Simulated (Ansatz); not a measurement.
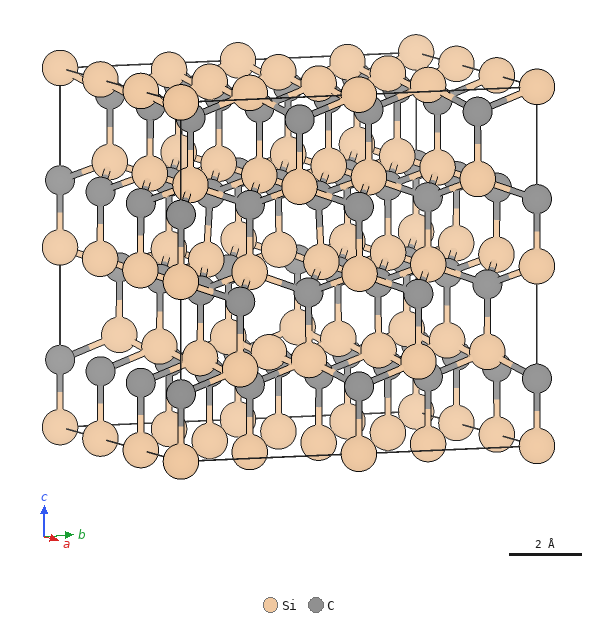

Fig. 1: The structure as given in the input (ball-and-stick view of the cell of the calculation, seen slightly off an axis).

# Single-point calculation, with input and output: Si48C47 (charge +2) (part 1 of 2)

System: Si48C47 (defect cell, 95 atoms in the cell, total charge +2).
Method: DFT, r2SCAN, PAW, plane waves (Ansatz 0.2.0).

### Input file
```yaml
crystal:
  lattice:
    - [9.234204, 0.000000, 0.000000]
    - [0.000000, 10.662740, 0.000000]
    - [0.000000, 0.000000, 10.075947]
  atoms:
    - { symbol: Si, position: [0.000382, 0.999836, 0.500466] }
    - { symbol: Si, position: [0.333762, 0.999305, 0.500777] }
    - { symbol: Si, position: [0.165717, 0.249572, 0.501390] }
    - { symbol: Si, position: [0.999736, 0.501913, 0.501066] }
    - { symbol: Si, position: [0.666445, 0.999502, 0.500737] }
    - { symbol: Si, position: [0.500425, 0.240912, 0.503732] }
    - { symbol: Si, position: [0.324381, 0.505136, 0.503481] }
    - { symbol: Si, position: [0.165937, 0.750683, 0.500682] }
    - { symbol: Si, position: [0.835010, 0.249093, 0.501123] }
    - { symbol: Si, position: [0.676132, 0.504592, 0.503281] }
    - { symbol: Si, position: [0.500176, 0.751605, 0.501185] }
    - { symbol: Si, position: [0.834231, 0.751016, 0.500763] }
    - { symbol: Si, position: [0.000285, 0.166284, 0.249666] }
    - { symbol: Si, position: [0.332142, 0.166424, 0.249154] }
    - { symbol: Si, position: [0.165679, 0.416308, 0.249004] }
    - { symbol: Si, position: [0.000095, 0.667307, 0.249473] }
    - { symbol: Si, position: [0.668264, 0.166382, 0.249009] }
    - { symbol: Si, position: [0.500130, 0.417085, 0.238092] }
    - { symbol: Si, position: [0.333595, 0.668519, 0.249059] }
    - { symbol: Si, position: [0.166740, 0.917008, 0.249467] }
    - { symbol: Si, position: [0.834771, 0.415937, 0.248687] }
    - { symbol: Si, position: [0.666735, 0.668502, 0.249039] }
    - { symbol: Si, position: [0.500149, 0.917505, 0.249648] }
    - { symbol: Si, position: [0.833548, 0.917170, 0.249500] }
    - { symbol: Si, position: [0.166281, 0.083312, 0.750657] }
    - { symbol: Si, position: [0.000042, 0.333257, 0.750736] }
    - { symbol: Si, position: [0.500059, 0.082473, 0.750501] }
    - { symbol: Si, position: [0.332119, 0.332974, 0.750776] }
    - { symbol: Si, position: [0.165744, 0.584420, 0.750254] }
    - { symbol: Si, position: [0.000063, 0.833865, 0.750535] }
    - { symbol: Si, position: [0.833875, 0.083249, 0.750553] }
    - { symbol: Si, position: [0.668099, 0.332869, 0.750780] }
    - { symbol: Si, position: [0.500010, 0.585076, 0.750653] }
    - { symbol: Si, position: [0.333243, 0.834029, 0.750626] }
    - { symbol: Si, position: [0.834211, 0.584469, 0.750432] }
    - { symbol: Si, position: [0.666763, 0.834070, 0.750664] }
    - { symbol: Si, position: [0.000078, 0.000100, 0.999963] }
    - { symbol: Si, position: [0.332939, 0.000438, 0.999923] }
    - { symbol: Si, position: [0.166205, 0.249800, 0.999806] }
    - { symbol: Si, position: [0.000082, 0.499829, 0.999684] }
    - { symbol: Si, position: [0.667223, 0.000423, 0.999872] }
    - { symbol: Si, position: [0.500112, 0.250623, 0.998629] }
    - { symbol: Si, position: [0.333609, 0.500208, 0.998385] }
    - { symbol: Si, position: [0.166790, 0.750781, 0.999750] }
    - { symbol: Si, position: [0.834014, 0.249700, 0.999649] }
    - { symbol: Si, position: [0.666361, 0.500187, 0.998685] }
    - { symbol: Si, position: [0.500073, 0.751192, 0.999750] }
    - { symbol: Si, position: [0.833320, 0.750853, 0.999944] }
    - { symbol: C, position: [0.000231, 0.000089, 0.187411] }
    - { symbol: C, position: [0.333586, 0.000530, 0.187425] }
    - { symbol: C, position: [0.166698, 0.250321, 0.187439] }
    - { symbol: C, position: [0.000337, 0.500449, 0.187301] }
    - { symbol: C, position: [0.666787, 0.000455, 0.187348] }
    - { symbol: C, position: [0.500261, 0.250098, 0.189329] }
    - { symbol: C, position: [0.333159, 0.500633, 0.189162] }
    - { symbol: C, position: [0.166899, 0.750201, 0.187303] }
    - { symbol: C, position: [0.833864, 0.250070, 0.187143] }
    - { symbol: C, position: [0.667361, 0.500612, 0.189356] }
    - { symbol: C, position: [0.500193, 0.750697, 0.187295] }
    - { symbol: C, position: [0.833485, 0.750286, 0.187447] }
    - { symbol: C, position: [0.000053, 0.000065, 0.687399] }
    - { symbol: C, position: [0.333290, 0.000690, 0.687531] }
    - { symbol: C, position: [0.166469, 0.250171, 0.687730] }
    - { symbol: C, position: [0.999893, 0.500079, 0.687504] }
    - { symbol: C, position: [0.666664, 0.000716, 0.687483] }
    - { symbol: C, position: [0.500051, 0.251970, 0.687194] }
    - { symbol: C, position: [0.334966, 0.499465, 0.687061] }
    - { symbol: C, position: [0.166892, 0.750240, 0.687410] }
    - { symbol: C, position: [0.833601, 0.250113, 0.687585] }
    - { symbol: C, position: [0.665096, 0.499362, 0.687009] }
    - { symbol: C, position: [0.499983, 0.750692, 0.687663] }
    - { symbol: C, position: [0.833003, 0.750257, 0.687509] }
    - { symbol: C, position: [0.000644, 0.166554, 0.437903] }
    - { symbol: C, position: [0.333245, 0.168656, 0.437315] }
    - { symbol: C, position: [0.167879, 0.416411, 0.437593] }
    - { symbol: C, position: [0.000013, 0.667072, 0.437825] }
    - { symbol: C, position: [0.667324, 0.168661, 0.437125] }
    - { symbol: C, position: [0.335351, 0.666466, 0.437206] }
    - { symbol: C, position: [0.167484, 0.916760, 0.437716] }
    - { symbol: C, position: [0.833061, 0.415043, 0.436729] }
    - { symbol: C, position: [0.665102, 0.666391, 0.437242] }
    - { symbol: C, position: [0.500185, 0.917278, 0.437877] }
    - { symbol: C, position: [0.832969, 0.917504, 0.437708] }
    - { symbol: C, position: [0.166619, 0.083600, 0.938177] }
    - { symbol: C, position: [0.000101, 0.333598, 0.938095] }
    - { symbol: C, position: [0.500080, 0.084177, 0.938511] }
    - { symbol: C, position: [0.333358, 0.333638, 0.938250] }
    - { symbol: C, position: [0.167058, 0.583483, 0.938031] }
    - { symbol: C, position: [0.000063, 0.833396, 0.938082] }
    - { symbol: C, position: [0.833558, 0.083523, 0.938028] }
    - { symbol: C, position: [0.666872, 0.333655, 0.938243] }
    - { symbol: C, position: [0.500074, 0.583811, 0.938148] }
    - { symbol: C, position: [0.333413, 0.833905, 0.938120] }
    - { symbol: C, position: [0.833039, 0.583472, 0.938627] }
    - { symbol: C, position: [0.666716, 0.833881, 0.938135] }
  symmetry: { detect: false }
kpoints:
  mp_grid: { grid: [1, 1, 1], shift: [0.25, 0.25, 0.25] }
hamiltonian:
  xc: r2scan
total_charge: 2
scf:
  occupations: { method: fermi_dirac, width: 0.01 }
output:
  forces: true
  eigenvalues: true
  populations: true
  charged_corrections: { epsilon: 9.7 }
  eigenstates: { kpoints: [[0.25, 0.25, 0.25]], e_range: [-6.0, 6.0], localisation: true }
```

Hardware: 1 × NVIDIA GB300 Max-Q, 32 threads of Arm Neoverse-V2, 180 GiB of memory available, shared host.

Run as:
```bash
ansatz run in.yaml --threads 32 --pin off --max-ram 171000MiB --runs-dir r --events-out ev --progress --plain --backend cuda --devices 0,
```

### Output
```
Pseudopotentials: kind: paw
Functional definition: r2SCAN
  parameter k0 = 0.174
  parameter k1 = 0.065
  parameter a1 = 4.9479
  exchange = r2scan_x(k0 = k0, k1 = k1, a1 = a1)
  correlation = r2scan_c
Crystal: 95 atoms, lattice volume = 992.097 Å³
Basis set: ecut = 500 eV, 25207 PW (Γ), exchange–correlation on 288×320×300 points (64 copies of the dense FFT grid, shifted against one another)
Bands: 284, of which v1, the nominal top of the filled ones, is band 189 counted from 1 (188 counted from 0)
Symmetry: 1 space group operations
k-points: 1
Non-local potential: Si, projectors of the file, l = 0: 2, l = 1: 2, l = 2: 2
Non-local potential: C, projectors of the file, l = 0: 2, l = 1: 2, l = 2: 1
PAW form: soft (Blöchl's): semilocal exchange-correlation on the pseudo side does not see the compensation charge
PAW frozen core: Si, regenerated for the run's functional (the file was generated under x = pbe(κ = 0.804, μ = 0.2195149727645171), c = pbe(β = 0.06672455060314922))
PAW frozen core: C, regenerated for the run's functional (the file was generated under x = pbe(κ = 0.804, μ = 0.2195149727645171), c = pbe(β = 0.06672455060314922))
PAW one-centre angular grid: Si, 302 points (default); XC on 160 Gauss nodes
PAW one-centre angular grid: C, 302 points (default); XC on 239 of its mesh's 2573 points in the sphere
Initial density: superposition of atomic densities (neutral atoms scaled as one to the charged cell's electrons: chi_scale 0, normalization atom), corrected by the library's trained network
Initial wavefunctions: pseudopotential atomic-orbital guess
Functional: x = r2scan, c = r2scan; τ floored in thin density (d = 2e-4 eV/Å³)
SCF iter   1: F=—  HF=-42548.051955 eV  |F-HF|=—  |Δ(HF+E_count)|=         —  Δρ=8.73e-3  dr2=2.47e0  dr2_τ=9.33e0  ethr=1.77e-3  ⟨swp⟩=6.0  Hψ=1313  notcnv=0  defer=49
preconditioner: auto → Resta (q_TF=auto, 2.323 Å⁻¹)  ε∞=4.3  [insulator: Δε(μ)=2.688 eV  Ē_g=12.664 eV  σ=0.010 eV  W_gap=1.00  n_scr=218 (ndim 8)  ℏωp=22.9 eV  f_vac=0.000  D(μ)=0.00/eV (n_scr^D=0)  ε∞_Penn≈4.3]
SCF iter   2: F=—  HF=-42549.584573 eV  |F-HF|=—  |Δ(HF+E_count)|=    1.53e0  Δρ=5.49e-3  dr2=4.86e-1  dr2_τ=5.96e-3  ethr=6.52e-4  ⟨swp⟩=3.0  Hψ=484  notcnv=0  defer=86
SCF iter   3: F=—  HF=-42549.482706 eV  |F-HF|=—  |Δ(HF+E_count)|=   1.02e-1  Δρ=1.25e-3  dr2=1.41e-2  dr2_τ=7.85e-4  ethr=1.28e-4  ⟨swp⟩=3.0  Hψ=358  notcnv=0  defer=86
SCF iter   4: F=—  HF=-42549.481371 eV  |F-HF|=—  |Δ(HF+E_count)|=   1.34e-3  Δρ=2.76e-4  dr2=8.35e-4  dr2_τ=5.12e-5  ethr=3.72e-6  ⟨swp⟩=3.0  Hψ=352  notcnv=0  defer=86
SCF iter   5: F=—  HF=-42549.484448 eV  |F-HF|=—  |Δ(HF+E_count)|=   3.08e-3  Δρ=7.87e-5  dr2=6.38e-5  dr2_τ=8.40e-6  ethr=2.21e-7  ⟨swp⟩=2.0  Hψ=390  notcnv=0  defer=86
SCF iter   6: F=—  HF=-42549.483528 eV  |F-HF|=—  |Δ(HF+E_count)|=   9.20e-4  Δρ=2.02e-5  dr2=3.81e-6  dr2_τ=3.24e-7  ethr=1.69e-8  ⟨swp⟩=2.0  Hψ=459  notcnv=0  defer=86
SCF iter   7: F=—  HF=-42549.483528 eV  |F-HF|=—  |Δ(HF+E_count)|=   5.94e-7  Δρ=3.76e-6  dr2=1.43e-7  dr2_τ=1.15e-8  ethr=1.01e-9  ⟨swp⟩=2.0  Hψ=376  notcnv=0  defer=86
SCF iter   8: F=-42549.483528 eV  HF=-42549.483528 eV  |F-HF|=7.55e-9  |Δ(HF+E_count)|=   6.70e-8  Δρ=1.10e-6  dr2=1.62e-8  dr2_τ=1.69e-9  ethr=2.65e-11  ⟨swp⟩=14.0  Hψ=1714  notcnv=0
SCF 1 converged in 8 iterations: F = -42549.483528 eV  dr2 = 1.62e-8
  greatest PAW one-centre occupation: 0.661 electrons in one spin orbital (limit 2), on the C atom at site 57 (counted from 0), in its partial waves of l = 0
NSCF: frozen V_eff on 1 k-points
SCF converged after 8 iterations
Free energy (F): -42549.483528 eV
Harris-Foulkes:  -42549.483528 eV  (|F-HF|=7.55e-9)
Internal energy: -42549.483528 eV  (E = F + TS)
E sigma→0 (E₀):  -42549.483528 eV
Fermi energy:    10.246230 eV
--- Per-component energies (eV) ---
  E_band       = 1173.259100
  E_kinetic    = 6393.966700
  E_local      = -5109.881558  (includes V_loc(G=0)·N_el)
  E_nonlocal   = 2383.978512
  E_hartree    = 1632.320263
  E_xc         = -4791.470289
  E_vxc        = -5592.674360  (∫ρ·V_xc dr)
  E_paw        = -29670.288295  (= ΣΔE_a)
  E_vpaw       = -429.097850  (= ΣTr[D̂ρ^β])
  E_aug_tail   = 0.000388  (compensation charges beyond the density's cutoff)
  E_vtau       = 262.323668  (kinetic-family band-sum trace: ∫τ·v_τ [+ j·A + Jᵃ·Aᵃ] dr)
  E_ewald      = -13383.276102
  E_core_change = -4.833149  (= ΣΔE_core)
  E_smearing   = -0.000000  (= −TS)
  E_closure    = 0.000000  (closes the sum)
  E_deformation_potential = 35.939460  (in the stress; not in F)
  Σ components = -42549.483528   (vs F -42549.483528, Δ=0.00e0)
```
